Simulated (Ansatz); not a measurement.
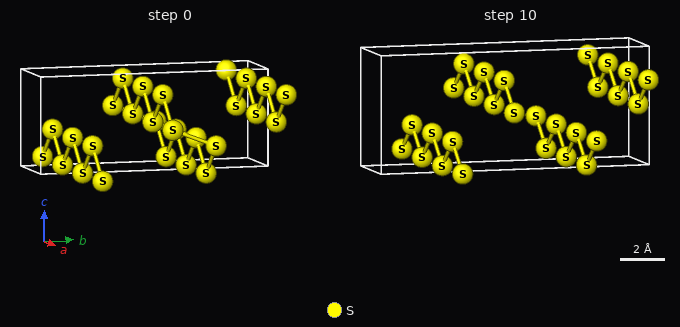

The structure of a crystal of S (a generated structure, set up in Cmce) (coarse preliminary run) before (left) and after (right) a relaxation, at one scale.

A ball-and-stick model of the conventional cell (2 times the calculation's cell), repeated 3 × 1 × 1 with one cell outlined, seen slightly off an axis. Lengths and directions refer to the drawn axes.

Case: P → S on all its sites, cell and atoms relaxed.

Computed with DFT r2SCAN, scalar-relativistic, plane waves, PAW in Ansatz. (plane-wave cutoff 500 eV; k-point mesh 6 × 6 × 4; occupations gaussian; smearing width 0.1 eV; no spin polarisation; cell and atoms relaxed; force threshold 0.05 eV/Å; at most 60 steps)

Describe what moved and what it gained.

The largest moves relative to the cell, 0.78 Å, are those of S atoms. Cell: a 3.260 → 3.290 Å (+0.9 %), b 10.886 → 12.849 Å (+18.0 %), c 4.500 → 5.487 Å (+21.9 %). Volume +45.2 %. Among the contacts that change: S–S 2.225 → 4.197 Å, S–S 2.184 → 2.102 Å. Bonds break: S–S (2.22 → 4.20 Å). Among the angles between lasting bonds that change: S–S–S 96.5° → 103.0°. The space group stays Cmce (No. 64). After 9 accepted moves (10 points after the start) the energy has fallen by 3.236 eV per cell of the calculation. The largest force component goes from 1.6 to 0.013 eV/Å. The pressure goes from 10.62 to −0.05 GPa. The SCF was repeated once at an unchanged geometry on a basis and grid sized afresh for the cell, which shifted the energy by 5.7 meV per cell of the calculation at most. Cost: 49 s on 1 thread of Intel(R) Xeon(R) 6975P-C (Granite Rapids), with other jobs on the host, peak memory 0.96 GiB.
